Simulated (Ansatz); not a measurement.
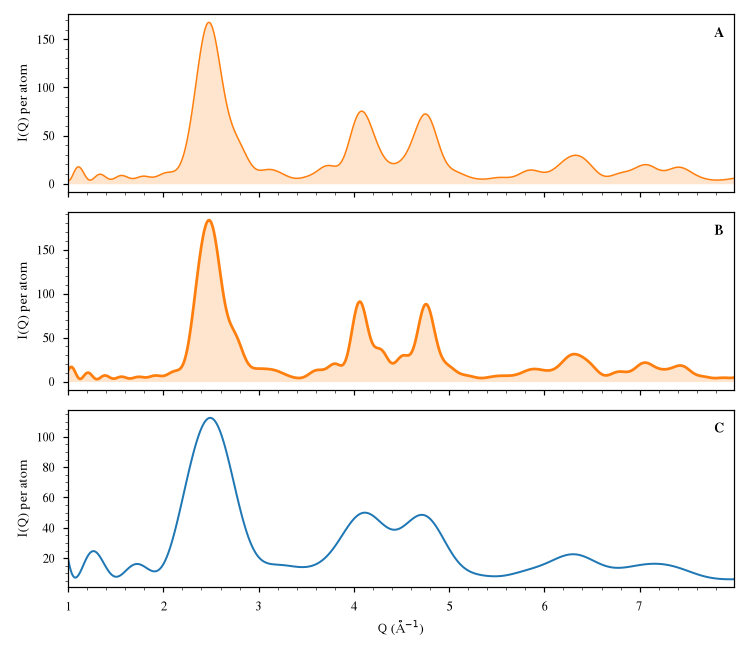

X-ray scattering of spheres cut from the crystal structure of SiC (P3m1, a = 3.094 Å, b = 3.094 Å, c = 22.789 Å, α = 90.00°, β = 90.00°, γ = 120.00°), calculated atom by atom with the Debye equation (B = 0.5 Å², no relaxation of the surface). It is based on the geometry relaxed with DFT PBE, scalar-relativistic, plane waves, PAW in Ansatz 0.2.0; the starting structure was generated, so it need not be a known form of this composition.

**The spheres are 14, 28 and 36 Å across. Which curve is which?**

curve A: 28 Å (1095 atoms); curve B: 36 Å (2347 atoms); curve C: 14 Å (143 atoms). Peak widths go roughly as 2π/D, so the largest sphere has the sharpest peaks.

**Index the main peaks of the largest sphere.**

Q ≈ 2.48 Å⁻¹: 102/012 + 009 + 103/013; Q ≈ 4.06 Å⁻¹: 110; Q ≈ 4.76 Å⁻¹: 119.
